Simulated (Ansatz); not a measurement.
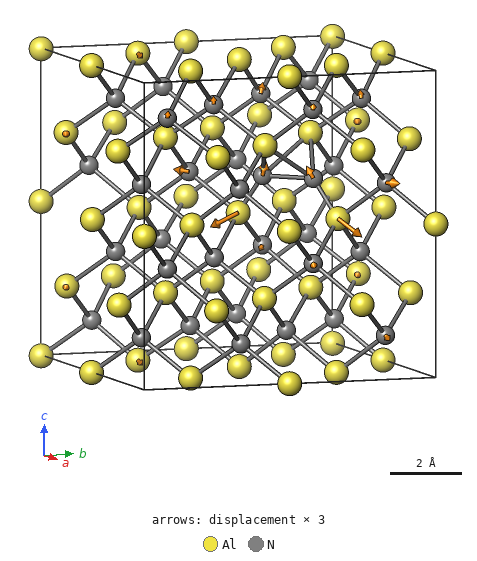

A relaxation of a defect cell of composition Al32N33 (cell charge −3). The starting structure is drawn; orange arrows show the displacements, 3 times their true length.

Style: ball-and-stick. Shown: the cell of the calculation (origin shifted), slightly off an axis.

Theory: DFT, PBEsol, PAW, plane waves in Ansatz 0.2.0. Set-up: plane-wave cutoff 420 eV; k-point mesh 1 × 1 × 1; mesh shifted by (0.25, 0.25, 0.25); collinear spin; atoms relaxed in a fixed cell; force threshold 0.03 eV/Å; at most 80 steps.

Atoms of which element are displaced furthest, and by how much?

Answer. Aluminium: up to 0.33 Å, against 0.17 Å for nitrogen.

What did the optimiser do to the structure, and how much energy did it gain?

Answer. After 6 geometry steps the energy has fallen by 11.096 eV per cell of the calculation. The largest force component goes from 26 to 0.015 eV/Å. An Al atom moves most: 0.33 Å roughly along [−1 −1 −1]. By element the largest moves are Al 0.33 Å, N 0.17 Å. The lattice vectors keep their values. Some distances before and after: Al–N 1.337 → 1.784 Å, Al–N 1.353 → 1.776 Å, Al–N 2.064 → 1.919 Å, N–N 1.594 → 1.483 Å. Among the angles between lasting bonds that change: N–Al–N 119.1° → 109.0°, Al–N–Al 109.2° → 99.3°, Al–N–Al 108.8° → 99.7°. The program noted that the starting moments weren't kept. The run may lie on a higher electronic state than the lowest, so the end point isn't shown to be the ground-state structure.

Limits of the set-up: the cell is charged, on a uniform background, and energies carry no finite-size correction.
